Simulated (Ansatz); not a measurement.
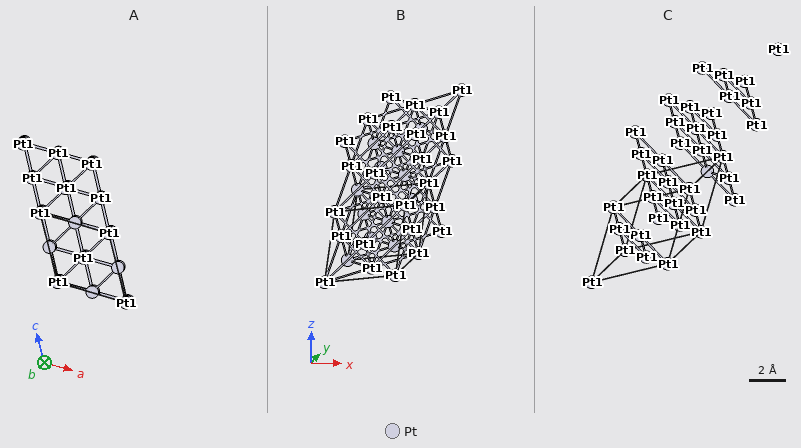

A scan of solid Pt (Fm-3m) along one coordinate. x, y and z are the Cartesian axes of the input. The picture is a ball-and-stick view of the conventional cell (4 times the calculation's cell), repeated 1 × 2 × 2 with one cell outlined, seen slightly off an axis. Lengths and directions refer to the drawn axes.

Level of theory: DFT PBEsol, scalar-relativistic, plane waves, PAW in Ansatz. (plane-wave cutoff 420 eV; k-point mesh 24 × 24 × 24; occupations gaussian; smearing width 0.15 eV; no spin polarisation). Energies (free energies at the smearing named) are counted from the cell as listed in its source, which wasn't relaxed.

What is being scanned?

The ratio of the cell's length along [111] to its lengths across, counted as 1 for the reference, is changed at fixed volume (a trigonal path), with the atoms kept at their fractional coordinates. In the frames the relative ratio is 0.50 (A), 1.41 (B), 2.00 (C). Their energies are 826 meV/atom, 876 meV/atom, 4896 meV/atom.
